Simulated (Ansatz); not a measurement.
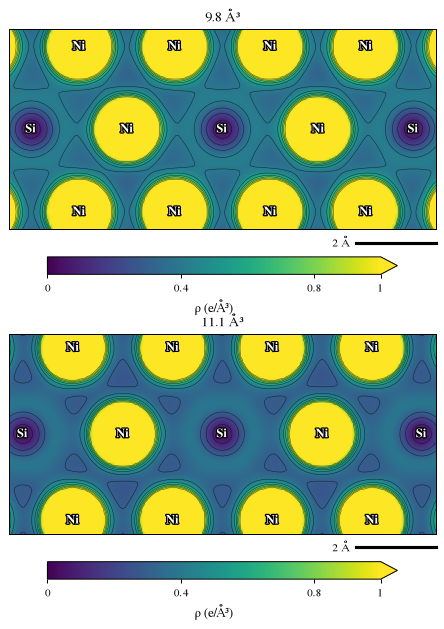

SiNi₃. The valence pseudo-density of cells scaled evenly to different volumes (given per atom above each panel), on the (111) plane of each (indices in the axes of the cell below), at one length scale and on one colour scale.

The program warned that a starting moment wasn't kept; spin-polarised, but the moments vanished.

All numbers below come from Ansatz 0.2.0, DFT, PBE, PAW with Ansatz's default frozen-core files, scalar-relativistic.

In a PAW calculation such maps are meaningful between the atoms, not at the nuclei.

The largest cell:

```xyz
4
Lattice="3.5420 0.0000 0.0000 0.0000 3.5420 0.0000 0.0000 0.0000 3.5420" Properties=species:S:1:pos:R:3 pbc="T T T"
Si    0.0000    0.0000    0.0000
Ni    0.0000    1.7710    1.7710
Ni    1.7710    0.0000    1.7710
Ni    1.7710    1.7710    0.0000
```

| volume (Å³/atom) | Ni–Ni contact in the plane (Å) | ρ at its midpoint (e/Å³) | pressure (GPa) | 
| --- | --- | --- | --- |
| 9.78 | 2.400 | 0.392 | 26.2 | 
| 10.44 | 2.453 | ? | ? | 
| 11.11 | 2.505 | 0.321 | −6.0 | 

What values belong in the row with question marks?

Answer. Over the known rows ln ρ falls by 1.90 per Å of Ni–Ni distance (the line through the two), which gives 0.354 e/Å³ at 2.453 Å; the calculation gives 0.354 e/Å³. For the pressure, a straight line in volume between the neighbouring rows gives 10.2 GPa; the calculation gives 7.2, lower because pressure rises ever faster on compression.
